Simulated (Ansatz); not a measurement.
## W: geometry relaxation (part 3 of 3)

The same run, continued: W (slab, 7 atoms in the cell); DFT, PBE, PAW with Ansatz's default frozen-core files, scalar-relativistic, no spin polarisation (Ansatz 0.2.0); cutoff 420 eV, 11×11×1 k-mesh, Fermi–Dirac smearing of 0.08 eV. It belongs to a series of runs on one base structure; here: atoms relaxed, PAW files.

Geometry of the input (Å; fractional positions):
```
3.1834  0.0000  0.0000
0.0000  3.1834  0.0000
0.0000  0.0000  25.5503
W  0.0000  0.0000  0.3131
W  0.5000  0.5000  0.3754
W  0.0000  0.0000  0.4377
W  0.5000  0.5000  0.5000
W  0.0000  0.0000  0.5623
W  0.5000  0.5000  0.6246
W  0.0000  0.0000  0.6869
```

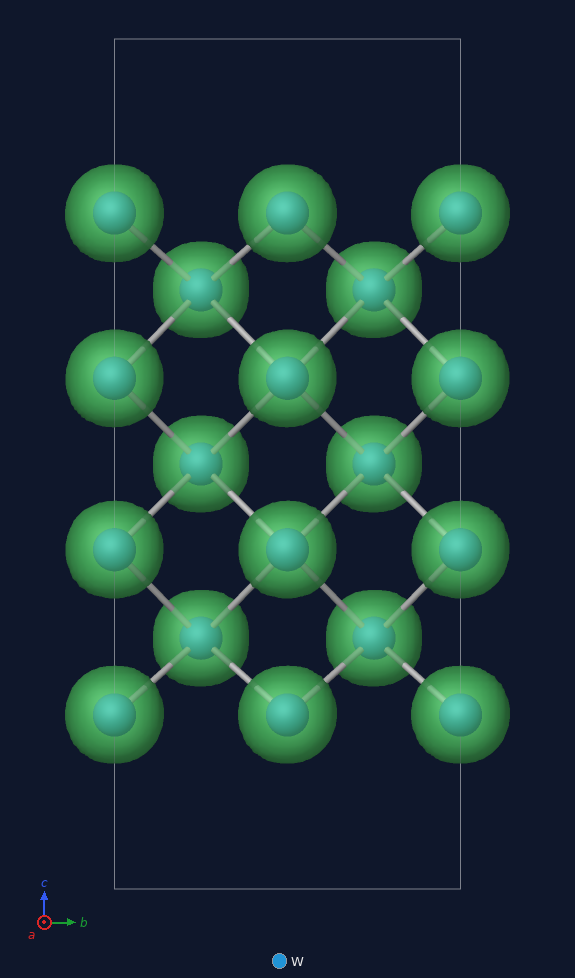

Fig. 1: Isosurface of the valence charge density (pseudo) at 1 e/Å³ (green), seen along the a axis. Sticks mark near contacts. At this value the density breaks into separate islands; it holds about 65 % of the electrons treated as valence (semicore included). It is pinched off along the W–W (2.66 Å) and W–W (2.75 Å) contacts. On the grid the lowest density along these lines, outside the cores, is 0.5 e/Å³ (W–W, 2.66 Å) and 0.41 e/Å³ (W–W, 2.75 Å). In a PAW calculation such maps are meaningful between the atoms, not at the nuclei.

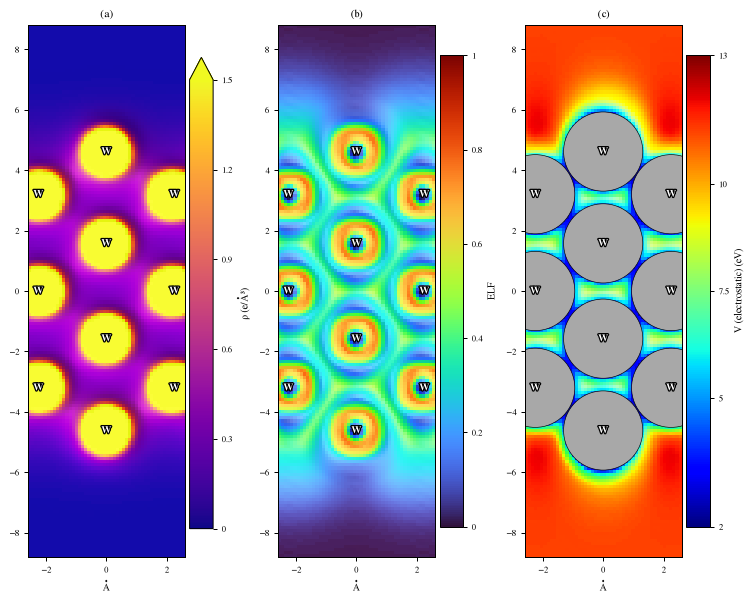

Fig. 2: (a) valence pseudo-density; (b) electron localisation function; (c) electrostatic potential energy of an electron on the (110) plane of the calculation cell, a cut from vacuum to vacuum. Grey discs, where drawn, cover atomic cores. The section cuts through W sites. W–W (2.75 Å): ρ at the midpoint is about 0.41 e/Å³; the ELF is about 0.40 at the midpoint (metallic bonding. The density dies away to nearly zero in the vacuum. The strong features right at W lie inside the PAW spheres (semicore, d or f shells) and say nothing about bonding.

### Key numbers

| quantity | value |
| --- | --- |
| outcome | converged |
| electrons treated | 98 |
| free energy | −72688.7771 eV |
| Fermi energy | 7.382 eV |
| final volume | 258.93 Å³ |
| largest force (length of the vector) at the end | 0.004 eV/Å |
| wall time | 76 s (CPU time 3.7 min) |
| peak memory | 0.71 GiB |

### Remarks

The program warns: the SCF threshold is looser than advised for the printed stress; the exchange-correlation potential is rough where the density is thin. Spin–orbit coupling is left out, which matters for W.
